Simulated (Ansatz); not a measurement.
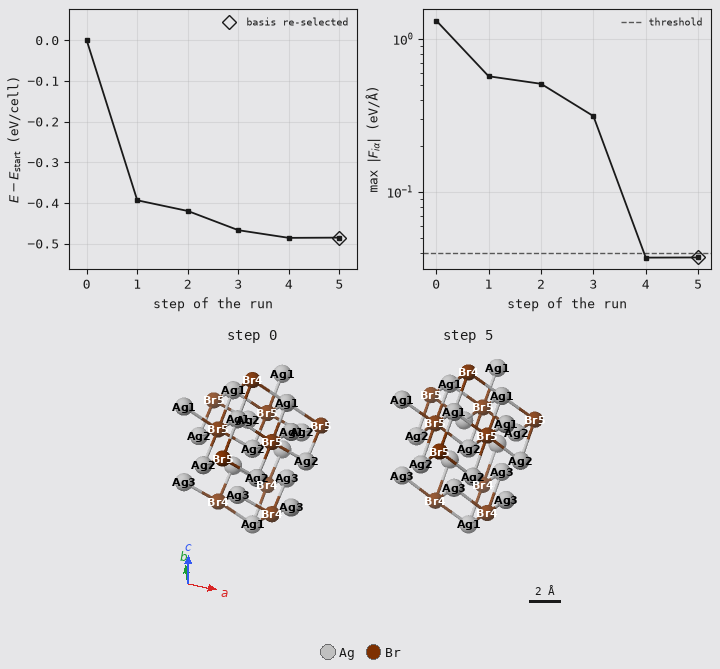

First and last geometry of a relaxation of solid Ag₃Br₂ (built on the tetradymite_166 type) (coarse preliminary run), with the history of the run. The picture is a ball-and-stick view of the atoms within 5.8 Å of the atom that moves most (axes of the conventional cell (3 times the calculation's cell)), seen from a free direction. Lengths and directions refer to the drawn axes.

Case: anti-tetradymite type (R-3m, No. 166).

These are results of DFT PBE, scalar-relativistic, plane waves, PAW (Ansatz 0.2.0), not measurements.

The input:
```yaml
crystal:
  lattice:
    - [1.9530578722, 1.1275984882, 9.0534139371]
    - [-1.9530578722, 1.1275984882, 9.0534139371]
    - [0.0, -2.2551969764, 9.0534139371]
  atoms:
    - { symbol: Ag, position: [0.0, 0.0, 0.0] }
    - { symbol: Ag, position: [0.2095, 0.2095, 0.2095] }
    - { symbol: Ag, position: [0.7905, 0.7905, 0.7905] }
    - { symbol: Br, position: [0.4, 0.4, 0.4] }
    - { symbol: Br, position: [0.6, 0.6, 0.6] }
basis:
  ecutwfc: 420
kpoints:
  mp_grid: { grid: [6, 6, 6] }
hamiltonian:
  xc: pbe
scf:
  occupations: { method: gaussian, width: 0.1 }
  lower_state_search: "off"
output:
  forces: true
  stress: true
  eigenvalues: true
relax:
  adjacent_minimum: "off"
  f_tol: 0.04
  max_steps: 70
  cell: { stress_tol: 0.4 }
```

Command:
```bash
ansatz run input.yaml --threads 1 --pin off --max-ram 2560MiB --backend cpu --events-out ev --progress --plain --runs-dir out
```

Did the run converge, and what did it change?

It converged. The largest moves relative to the cell, 0.31 Å, are those of Ag2 and Ag3. Ag2 goes along −c. By element the largest moves are Ag 0.31 Å, Br 0.04 Å. Cell: a = b 3.906 → 3.787 Å (−3.1 %), c 27.160 → 28.712 Å (+5.7 %). Volume −0.7 %. Near-neighbour distances that change, for instance: Ag2–Ag3 3.240 → 2.863 Å, Ag2–Br5 2.738 → 2.956 Å, Ag1–Br4 2.892 → 2.878 Å. Bond angles that change, for instance: Ag3–Br4–Ag3 91.0° → 79.7°, Br4–Ag3–Br4 91.0° → 79.7°, Ag1–Br4–Ag3 91.9° → 99.0°. The space group stays R-3m (No. 166). After 4 accepted moves (5 points after the start) the energy has fallen by 0.485 eV per cell of the calculation. The largest force component goes from 1.3 to 0.037 eV/Å. Pressure: 2.10 GPa at the start and −0.20 GPa at the end. The SCF was repeated once at an unchanged geometry on a basis and grid sized afresh for the cell, which shifted the energy by 0.6 meV per cell of the calculation at most. Cost: 51 s on 1 thread of Arm Neoverse V2, with other jobs on the host, peak memory 0.42 GiB.

| step | E − E(0), meV/atom | largest force component, eV/Å | pressure, GPa | volume, Å³/atom | note |
| --- | --- | --- | --- | --- | --- |
| 0 | 0.00 | 1.3192 | 2.10 | 23.926 |  |
| 1 | -78.66 | 0.5708 | 0.06 | 24.121 |  |
| 2 | -83.91 | 0.5096 | 0.05 | 24.017 |  |
| 3 | -93.36 | 0.3135 | 0.78 | 23.218 |  |
| 4 | -97.13 | 0.0373 | -0.19 | 23.769 |  |
| 5 | -97.01 | 0.0373 | -0.20 | 23.769 | same geometry, new basis |
